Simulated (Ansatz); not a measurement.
# CdF2: what the fields show

The calculation's input:

```
crystal:
  lattice:
    - [1.9247055084, 1.1112292434, 3.1448134107]
    - [-1.9247055084, 1.1112292434, 3.1448134107]
    - [0.0, -2.2224584868, 3.1448134107]
  atoms:
    - { symbol: Cd, position: [0.0, 0.0, 0.0] }
    - { symbol: F, position: [0.7500104912, 0.7500104912, 0.7500104912] }
    - { symbol: F, position: [0.2499895088, 0.2499895088, 0.2499895088] }
basis:
  ecutwfc: 500
kpoints:
  mp_grid: { grid: [9, 9, 9] }
  band_path:
    path:
      - [[0.0, 0.0, 0.0], [0.5, 0.5, 0.5], [0.75009444, 0.24990556, 0.5]]
      - [[0.5, -0.24990556, 0.24990556], [0.5, 0.0, 0.0], [0.0, 0.0, 0.0], [0.37495278, -0.37495278, 0.0]]
      - [[0.62504722, 0.0, 0.37495278], [0.5, 0.0, 0.5], [0.0, 0.0, 0.0]]
    npoints: 14
hamiltonian:
  xc: r2scan
scf:
  occupations: { method: gaussian, width: 0.02 }
  n_extra_bands: 7
output:
  forces: true
  stress: true
  eigenvalues: true
  populations: true
  dos: { projected: true, de: 0.02, nscf_kmesh: { grid: [14, 14, 14] } }
  bader: true
  write_density: true
  write_potential: true
  elf: true
  volumetric_format: npy
```

Command:

```sh
ansatz run input.yaml --threads 1 --pin off --max-ram 2048MiB --backend cpu --events-out ev --progress --plain --runs-dir out
```

Below, planes, directions and counts refer to the conventional cell (a = 5.44 Å, b = 5.44 Å, c = 5.44 Å, α = 89.98°, β = 89.98°, γ = 89.98°).

Space group Fm-3m; a structure generated by program, which may or may not match a known phase; computed pressure about −3 GPa in this cell.

The calculation used DFT r2SCAN, scalar-relativistic, plane waves, PAW in Ansatz 0.2.0.

The density is the valence pseudo-density of a PAW calculation; it isn't the true density close to the nuclei.

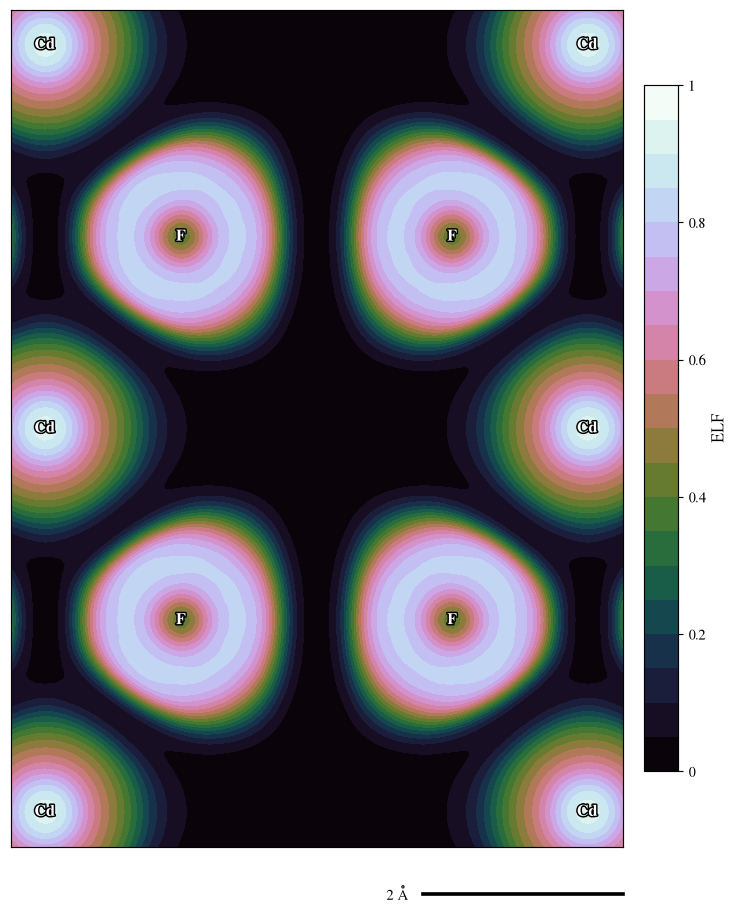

Figure 1. ELF on the (101) plane of the conventional cell.

What does the map show?

Answer. The section cuts through Cd and F sites.
Cd–F (2.36 Å): the ELF is about 0.05 at the midpoint; no shared electron pair shows on this line.
The features right at Cd lie inside the PAW spheres, where the map follows smoothed inner orbitals and isn't to be read closely.

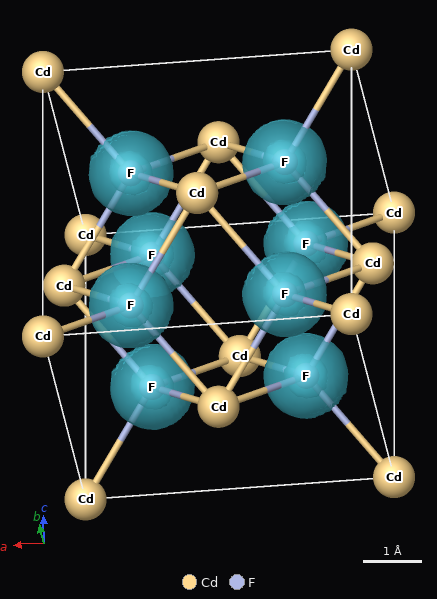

Figure 2. Isosurface of the electron localisation function at 0.75 (cyan), seen at an oblique angle. Only the valence region is drawn (cores and ρ < 0.01 e/Å³ removed). Sticks mark near contacts.

Where are the electrons localised?

Answer. The surface consists of eight regions wrapped around F (the valence shell of each), counted in one cell of 12 atoms. Regions shared between cells count once.

What Bader charges does the calculation give?

Answer. Electrons move from Cd towards F. Bader charges: Cd +1.54 and F −0.77 e.

Does the calculation give a band gap?

Answer. It is gapped, with a Kohn–Sham gap of 3.7 eV on the k-point mesh (the band edges may lie off the mesh, which would make the gap smaller).
